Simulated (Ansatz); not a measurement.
```xyz
10
Lattice="7.9180 0.0000 0.0000 0.0000 3.9590 0.0000 0.0000 0.0000 3.9590" Properties=species:S:1:pos:R:3 pbc="T T T"
Pb    0.0000    0.0000    0.0000
Pb    3.9590    0.0000    0.0000
Ti    1.9795    1.9795    1.9795
Ti    5.9385    1.9795    1.9795
O     0.0000    1.9795    1.9795
O     3.9590    1.9795    1.9795
O     1.9795    0.0000    1.9795
O     5.9385    0.0000    1.9795
O     1.9795    1.9795    0.0000
O     5.9385    1.9795    0.0000
```

Space group Pm-3m; computed without spin polarisation; Hubbard U of 1.39 eV on Ti d and 3.75 eV on O p only.

The calculation used Ansatz 0.2.0, DFT, PAW plane waves, PBE+U.

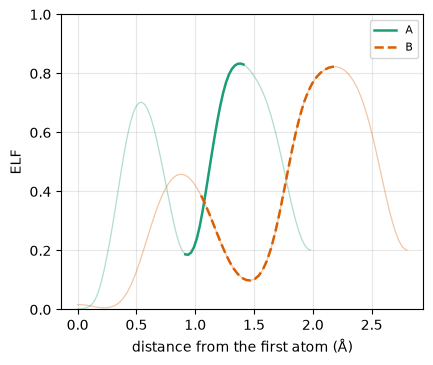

TiPbO₃. Electron localisation function along straight lines between neighbouring atoms. Thin, pale parts lie inside the atomic spheres.

In a PAW calculation such maps are meaningful between the atoms, not at the nuclei.

**Which curve belongs to which contact (Pb–O and Ti–O)? The first atom named is at distance zero.**

Curve A: Ti–O (1.98 Å): the ELF peaks at about 0.85 in the valence shell of O, 0.6 Å from its nucleus, and is about 0.20 at the midpoint (no localised pair shows between them). Curve B: Pb–O (2.80 Å): the ELF is about 0.10 at the midpoint; no shared electron pair shows on this line.
